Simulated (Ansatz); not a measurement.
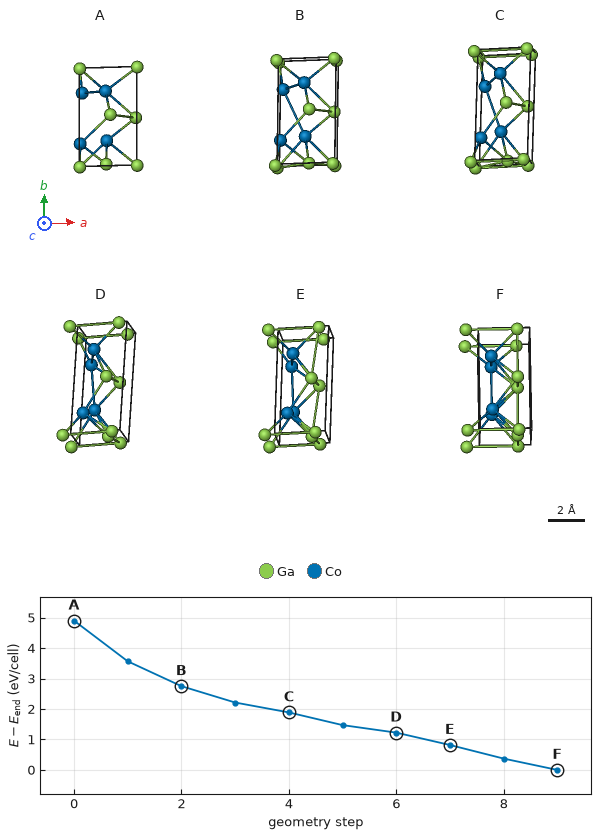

Frames of a relaxation of a crystal of GaCo (a generated structure, set up in P1) (coarse preliminary run), marked on the history of the run. Style: ball-and-stick. Shown: the cell of the calculation, along the c axis.

All numbers below come from DFT PBE, scalar-relativistic, plane waves, PAW (Ansatz).

Input
```yaml
crystal:
  lattice:
    - [0.0488815079, 2.2840575575, 2.2487781474]
    - [4.9514943721, 2.4119695087, -2.2789270828]
    - [-4.8731579801, 2.235870101, -2.2983537066]
  atoms:
    - { symbol: Ga, position: [0.0088115412, -0.0058418973, 1.27581e-05] }
    - { symbol: Ga, position: [0.5413004565, 0.5193980676, -0.0096202248] }
    - { symbol: Ga, position: [0.4688136223, 1.0162896933, 0.5252811686] }
    - { symbol: Ga, position: [-0.016554141, 0.479299073, 0.5181897933] }
    - { symbol: Co, position: [0.0151008961, 0.2312353561, 0.7306616995] }
    - { symbol: Co, position: [0.4548906177, 0.7594126049, 0.7190076307] }
    - { symbol: Co, position: [0.4776397282, 0.2546622651, 0.2481252132] }
    - { symbol: Co, position: [0.0499972789, 0.7455448374, 0.2683419612] }
basis:
  ecutwfc: 420
kpoints:
  mp_grid: { grid: [6, 4, 4] }
hamiltonian:
  xc: pbe
scf:
  occupations: { method: gaussian, width: 0.2 }
  lower_state_search: "off"
output:
  forces: true
  stress: true
  eigenvalues: true
relax:
  adjacent_minimum: "off"
  f_tol: 0.025
  max_steps: 60
  cell: { stress_tol: 0.25 }
```

Command:
```bash
ansatz run input.yaml --threads 1 --pin off --max-ram 2560MiB --backend cpu --events-out ev --progress --plain --runs-dir out
```

Question: Describe the path.

Answer: The run was cut off at its time limit before the relaxation converged, so the last structure is only a point on the way. The largest move relative to the cell is that of Ga3, 0.80 Å roughly along +a. By element the largest moves are Ga 0.80 Å, Co 0.71 Å. The drawn cell changes as follows: a 3.206 → 2.869 Å (−10.5 %), b 5.961 → 5.773 Å (−3.1 %), c 5.833 → 5.726 Å (−1.8 %), α 112.8° → 94.2°, β 90.9° → 89.5°, γ 88.1° → 90.1°; the volume changes by −7.9 %. Among the contacts that change: Ga3–Co7 4.165 → 2.578 Å, Ga1–Co8 4.043 → 2.570 Å, Ga1–Co5 3.985 → 2.539 Å, Ga2–Co7 3.892 → 2.526 Å. New bonds form: Ga1–Co5 (3.99 → 2.54 Å), Ga3–Co7 (4.16 → 2.58 Å). Bond angles that change, for instance: Co5–Ga1–Co8 176.4° → 111.8°, Ga2–Co7–Ga3 174.8° → 111.8°, Ga1–Co5–Ga4 173.9° → 111.4°. The space group stays P1 (No. 1). After 9 geometry steps the energy has fallen by 4.903 eV per cell of the calculation. Largest force component: 5.3 eV/Å at the start, 0.53 eV/Å at the end. The pressure goes from 17.67 to 0.39 GPa. From step 0 to 2: Ga3 moves most (0.32 Å), volume +5.7 %, energy −2.152 eV per cell of the calculation. From step 2 to 4: Ga3 moves most (0.22 Å), volume −3.1 %, energy −0.862 eV per cell of the calculation. From step 4 to 6: Co atoms move most (0.29 Å), volume −6.4 %, energy −0.664 eV per cell of the calculation. From step 6 to 7: Ga2 moves most (0.13 Å), volume −1.1 %, energy −0.406 eV per cell of the calculation. From step 7 to 9: Ga and Co atoms move most (0.18 Å), volume −2.8 %, energy −0.819 eV per cell of the calculation.
